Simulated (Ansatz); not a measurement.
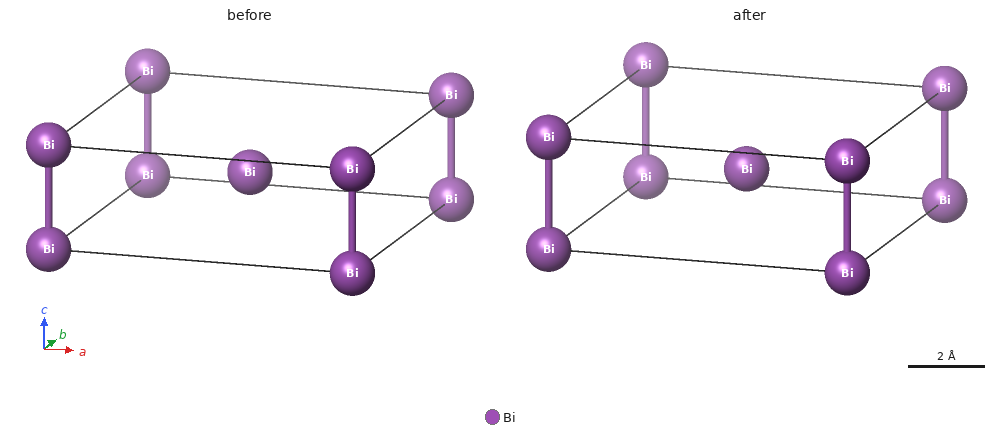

Left: a symmetric starting cell of Bi. Right: the same structure after one change, at the same scale. The picture is a ball-and-stick view of the conventional cell (2 times the calculation's cell), seen slightly off an axis. Lengths and directions refer to the drawn axes.

The calculation used DFT PBE, scalar-relativistic, plane waves, PAW in Ansatz 0.2.0. Set-up: plane-wave cutoff 420 eV; k-point mesh 16 × 16 × 16; occupations gaussian; smearing width 0.1 eV; no spin polarisation.

Question: Which change leads from the left to the right?

Answer: The cell is strained by +7.3 % along c and −1.7 % across it (volume +3.8 %), the atoms keeping their fractional coordinates. No relaxation follows. The starting cell wasn't computed here and needn't be at equilibrium, so pressure and forces aren't due to the change alone.

Question: How do the computed properties respond?

Answer: Near-neighbour distances before and after: Bi–Bi 2.861 → 3.071 Å. The space group stays I4/mmm (No. 139). The pressure is −1.4 GPa (not all of it need come from the change, since the unchanged cell can be under pressure at this level too). The principal stresses (compression positive) are −4.0 GPa along c and −0.1 GPa across it. All forces vanish by symmetry.
